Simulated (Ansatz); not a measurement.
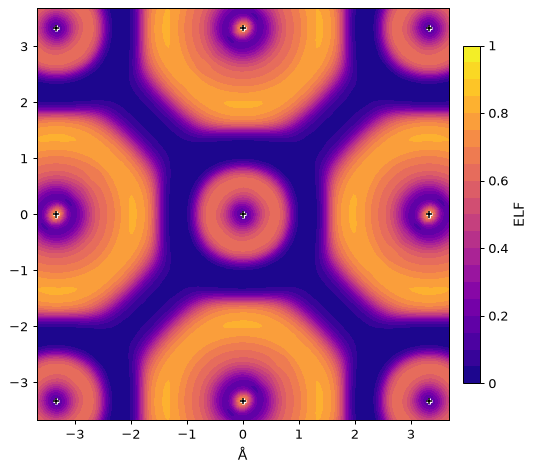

The electron localisation function on a plane through atoms (crosses mark nuclei in the plane).

Computed with DFT PBE, scalar-relativistic, plane waves, PAW (Ansatz 0.2.0).

Candidates:
A. NaI, a = 6.66 Å, b = 6.66 Å, c = 6.66 Å, α = 90.00°, β = 90.00°, γ = 90.00°. Space group Fm-3m; changed on purpose from its base cell (volume × 1.06).
B. InSe, a = 4.09 Å, b = 4.09 Å, c = 18.40 Å, α = 90.00°, β = 90.00°, γ = 120.00°. Space group P6₃/mmc.

**Which system is this?**

Candidate A: NaI on the (100) plane of the conventional cell, which holds Na and I. Na–I (3.33 Å): the ELF peaks at about 0.80 in the valence shell of I, 1.4 Å from its nucleus, and falls to about 0 next to Na: an ionic contact with no shared pair.
